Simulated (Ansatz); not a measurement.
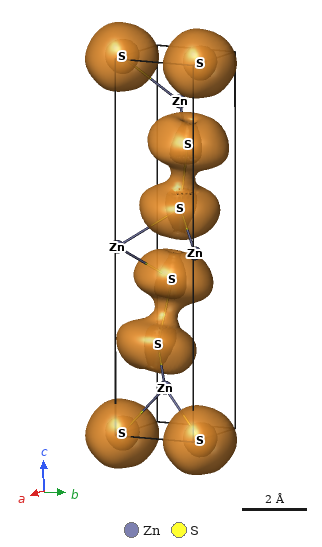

*Zn₃S₅. Isosurface of the electron localisation function at 0.7 (orange), seen slightly off an axis. Only the valence region is drawn (cores and ρ < 0.01 e/Å³ removed). Sticks mark near contacts.*

Space group P1; a generated structure, not necessarily the stable one; changed on purpose from its base cell (the structure that the rattled cell fell into).

The calculation used DFT PBE, scalar-relativistic, plane waves, PAW in Ansatz 0.2.0.

Core electrons are frozen (PAW), and the valence fields are smoothed inside the atomic spheres.

```
Zn S
1.0
     3.82587   -0.00059    0.00040
     1.91270    3.32698   -0.00231
     0.01638    0.53161   11.97213
Zn S
3 5
Direct
  0.32877 0.46588 0.87090
  0.79838 0.52784 0.12903
  0.96662 0.00460 0.49999
  0.83191 0.99708 0.00004
  0.43499 0.24239 0.22558
  0.30524 0.35555 0.39697
  0.67780 0.75557 0.77469
  0.65629 0.65108 0.60281
```

Identify the bonds, lone pairs and shells in this picture.

The ELF exceeds this value in two regions between bonded S–S atoms (shared pairs) and one region wrapped around S (its valence shell), counted in one cell of 8 atoms. Any copies at cell faces, edges or corners count once.

Values along the shortest contacts:
S–S (2.12 Å): the ELF peaks at about 0.80 between the atoms (a shared electron pair). Zn–S (2.38 Å): the ELF peaks at about 0.90 in the valence shell of S, 0.8 Å from its nucleus, and is about 0.55 at the midpoint.

Does the calculation give a band gap?

It is gapped, with a Kohn–Sham gap of 0.65 eV on the k-point mesh, an upper bound to the gap of this method.
